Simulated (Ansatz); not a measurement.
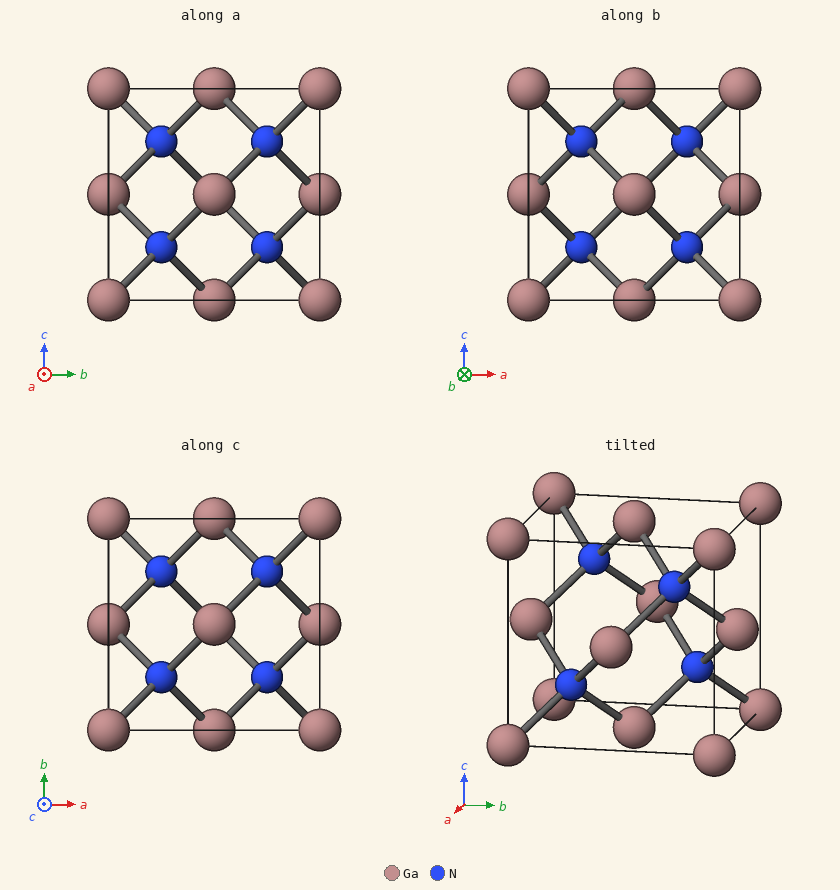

Ball-and-stick drawing of the structure, looking along the a axis, along the b axis, along the c axis and slightly off an axis. The conventional unit cell is drawn as a box.

Lattice parameters: a = 4.4979 Å, b = 4.4979 Å, c = 4.4979 Å, α = 90.000°, β = 90.000°, γ = 90.000°.

Give the atomic positions as a CIF with its space group and independent sites.

Answer.
```cif
data_structure
_symmetry_space_group_name_H-M 'F -4 3 m'
_symmetry_Int_Tables_number 216
_cell_length_a 4.4979
_cell_length_b 4.4979
_cell_length_c 4.4979
_cell_angle_alpha 90.000
_cell_angle_beta 90.000
_cell_angle_gamma 90.000
_cell_volume 91.00
loop_
_atom_site_label
_atom_site_type_symbol
_atom_site_symmetry_multiplicity
_atom_site_Wyckoff_symbol
_atom_site_fract_x
_atom_site_fract_y
_atom_site_fract_z
_atom_site_occupancy
Ga1 Ga 4 a 0.0000 0.0000 0.0000 1
N1 N 4 d 0.2500 0.2500 0.7500 1
```

The cell started as a structure type filled with these elements by a generator (whether the compound takes this form wasn't checked). Earlier steps of the study may have refined or changed the cell and positions. It went into a calculation with Ansatz.
